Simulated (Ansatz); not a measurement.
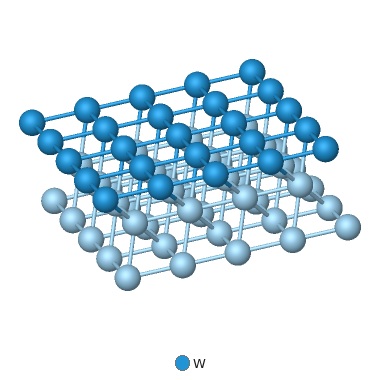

The system is C on a W(110) slab cut from the Im-3m phase, its upper half relaxed before the scan (12 atoms of substrate and one adsorbate in a 2 × 2 cell); the picture shows it without the atoms that are moved over the map. C is moved over the surface cell; relaxed at each place: the height of the adsorbate's atoms; substrate rigid; the origin of the map has the adsorbate above W9. Places are given modulo a cell vector. The map is drawn in real space over the plane of the surface. The grid has 6 × 6 points; 13 points were computed and 23 follow by symmetry. Places are given in fractions of the 1 × 1 surface cell. All energies are given in eV relative to the lowest grid point. Computed with Ansatz 0.2.0, DFT PBE, scalar-relativistic, plane waves, PAW. Settings: cutoff 420 eV, k-mesh 5×5×1, gaussian smearing 0.1 eV, no spin polarisation.

Range: position of C13 along the first surface vector from 0.000 to 0.833; position of C13 along the second surface vector from 0.000 to 0.833.

> What will the energy surface look like?

The lowest grid point is at a bridge site between two W atoms, over a second-layer W atom, (3/6, 3/6) of the cell vectors. It is the only kind of minimum in the scanned range. The highest grid point, the top site over a surface W atom, (0/6, 0/6) of the cell vectors, lies 3.18 eV above the lowest. On the interpolated surface the easiest way out of the lowest well to its copy in the next cell or period passes a barrier of about 1 eV. At the lowest point the adsorbate has 2 W at 1.98 Å as nearest neighbours, at the highest 1 W at 1.87 Å. Its relaxed height above the top atom is 1.18 Å at the lowest and 1.87 Å at the highest point.

```tsv
second ↓, first →	0/6	1/6	2/6	3/6	4/6	5/6
5/6	2.95	2.59	1.45	0.93	2.08	2.79
4/6	2.07	1.45	0.44	0.46	1.47	2.08
3/6	1.00	0.93	0.46	0.00	0.46	0.93
2/6	2.07	2.08	1.47	0.46	0.44	1.45
1/6	2.95	2.79	2.08	0.93	1.45	2.59
0/6	3.18	2.95	2.07	1.00	2.07	2.95
```

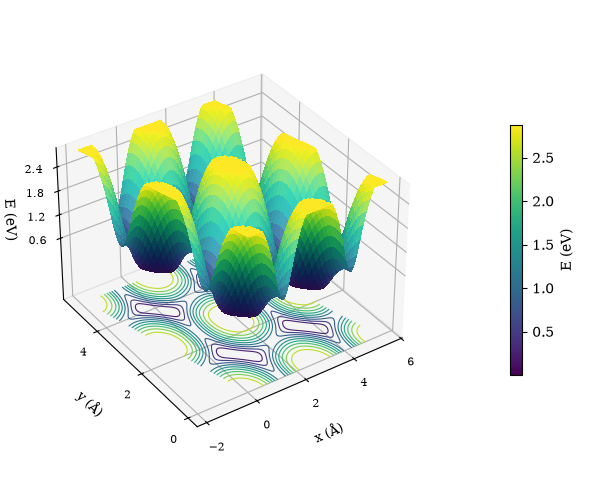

Drawn: a relief with its contours projected below, any walls above the top of the colour scale cut off. Between grid points the surface is interpolated.

Each point was launched as `ansatz run input.yaml --threads 4 --pin off --max-ram 12288MiB --backend cpu --events-out ev --progress --plain --runs-dir out`. The whole map (13 points run) took 28 min on 4 threads of Arm Neoverse N1, with other jobs on the host.

PAW datasets: the set soft_1.
